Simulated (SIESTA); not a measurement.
## Energy of ZrN along an even scaling of the cell

System: ZrN (Fm-3m, 2 atoms in the cell).
Method: Kohn-Sham DFT of a periodic cell, PBEsol, PseudoDojo 0.4 standard, converted to PSML, no spin polarisation (SIESTA 5.4.2).

The 7 runs differ only in the geometry, by an even scaling of the cell at fixed fractional positions. The structure derives from an entry of the Crystallography Open Database.

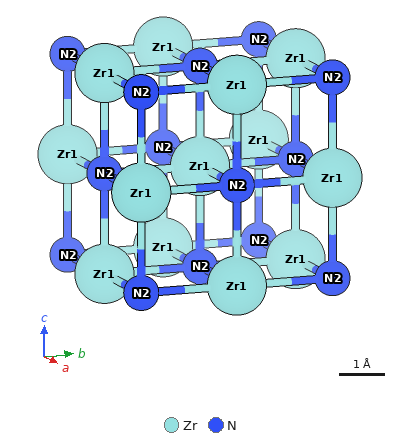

Figure 1. The structure of run 4 (ball-and-stick view of the cell 4 times as large as that of the calculation, set on its symmetry axes, seen slightly off an axis; atoms are numbered from 1 in the order of the input). An atom can appear more than once, as a periodic image.

### Input of run 4
```
SystemName                      ZrN
SystemLabel                     ZrN
NumberOfSpecies                 2
NumberOfAtoms                   2
%block ChemicalSpeciesLabel
  1  40 Zr
  2   7 N
%endblock ChemicalSpeciesLabel

LatticeConstant                 1.0 Ang
%block LatticeVectors
     0.0000000000     2.3000000000     2.3000000000
     2.3000000000     0.0000000000     2.3000000000
     2.3000000000     2.3000000000     0.0000000000
%endblock LatticeVectors
AtomicCoordinatesFormat         Fractional
%block AtomicCoordinatesAndAtomicSpecies
     0.5000000000     0.5000000000     0.5000000000  1  Zr
     0.0000000000     0.0000000000     0.0000000000  2  N
%endblock AtomicCoordinatesAndAtomicSpecies

%block kgrid.MonkhorstPack
   10   0   0  0.0
    0  10   0  0.0
    0   0  10  0.0
%endblock kgrid.MonkhorstPack
XC.Functional                   GGA
XC.Authors                      PBEsol
PAO.BasisSize                   DZP
PAO.EnergyShift                 0.003 Ry
Mesh.Cutoff                     800 Ry
OccupationFunction              FD
ElectronicTemperature           0.05 eV
MaxSCFIterations                120
SCF.MustConverge                false
SCF.Mixer.Method                Pulay
SCF.Mixer.Weight                0.25
SCF.Mixer.History               8
SCF.DM.Tolerance                5.0e-05
SCF.H.Tolerance                 1.0e-03 eV
WriteForces                     true
Charge.Mulliken                 end
%block PAO.Basis
  Zr 5
  n=4 0 2
    3.497 0.000
  n=5 0 2
    8.986 0.000
  n=4 1 2
    4.065 0.000
  n=5 1 1
    8.986
  n=4 2 2
    7.326 0.000
%endblock PAO.Basis
```

Command:
```bash
siesta < ZrN.fdf > ZrN.out 2>&1
```

Run 2 differs from it as follows:
```diff
-     0.0000000000     2.3000000000     2.3000000000
-     2.3000000000     0.0000000000     2.3000000000
-     2.3000000000     2.3000000000     0.0000000000
+     0.0000000000     2.2689151084     2.2689151084
+     2.2689151084     0.0000000000     2.2689151084
+     2.2689151084     2.2689151084     0.0000000000
```

### Results, with one run withheld

| run | volume per atom (Å³) | free energy per atom, from the lowest run given (meV) | pressure (GPa) |
| --- | --- | --- | --- |
| 1 | 11.437 | 21.42 | 13.40 |
| 2 | 11.680 | ? | ? |
| 3 | 11.924 | 0.00 | 1.18 |
| 4 | 12.167 | 2.37 | −4.11 |
| 5 | 12.410 | 12.21 | −8.77 |
| 6 | 12.654 | 28.79 | −12.94 |
| 7 | 12.897 | 51.44 | −16.77 |

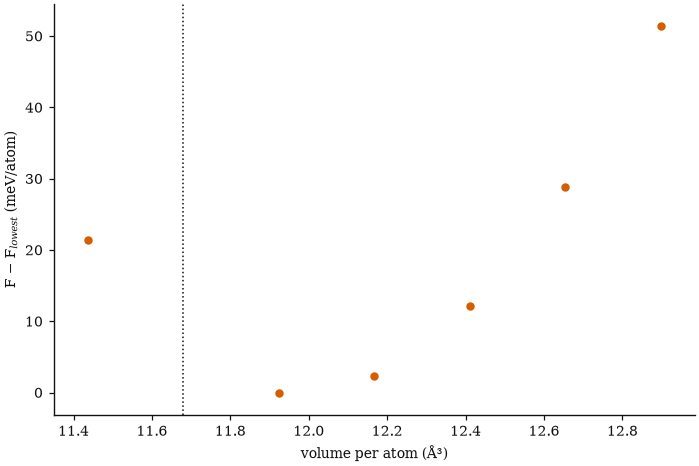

Figure 2. Free energy per atom of the runs given; the dotted line marks run 2.

What should run 2 give?

A cubic polynomial in V^(−2/3) (the Birch–Murnaghan form), fitted to the 6 runs given, misses them by at most 0.03 meV per atom. With x = V^(−2/3) − 0.18836 Å⁻², it reads F = 4.3056 − 3291.6 x + 6.0567e+05 x² + 5.6444e+05 x³ (meV per atom). At run 2 it gives 6.06 meV per atom, and the run itself gives 6.07. The slope of the fit gives a pressure −dF/dV of 6.94 GPa there, and the run prints 6.98 GPa. The fit has its minimum at 11.974 Å³ per atom, where V d²F/dV² gives 265 GPa: the bulk modulus at this level, since symmetry fixes the shape and the positions.

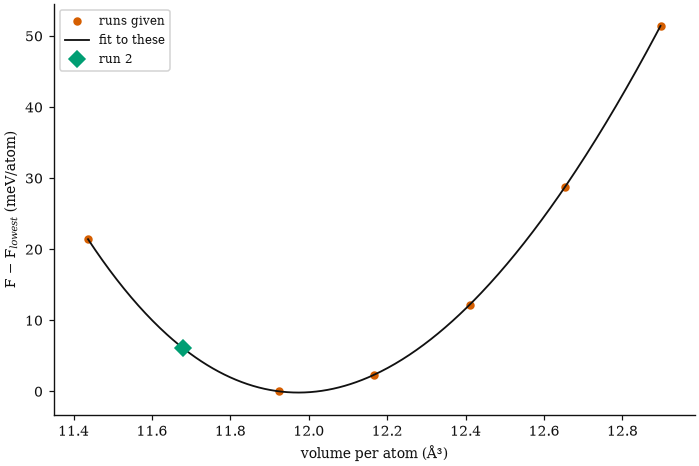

Figure 3. The fit and the withheld run.

### Some lines of the output (run 2)
```
[...]
outcell: Cell volume (Ang**3)        :     23.3606
stepf: Fermi-Dirac step function
siesta: Etot    =     -1657.320895
siesta: FreeEng =     -1657.324928
        iscf     Eharris(eV)        E_KS(eV)     FreeEng(eV)     dDmax    Ef(eV) dHmax(eV)
siesta: E_KS(eV) =            -1661.4308
siesta: E_KS - E_eggbox =     -1661.4308
siesta: Etot    =     -1661.430750
siesta: FreeEng =     -1661.435772
siesta:         Fermi =      -6.375067
siesta: Cell volume =         23.360640 Ang**3
    Orbital volume contribution        =           2.210586 eV
```

Notes: Points of doubt noted for this run: mulliken charges of long orbitals. The cell holds an odd number of electrons but the run has no spin polarisation, so a band is left half filled. With a small basis of atomic orbitals these values can differ much from converged plane-wave results.
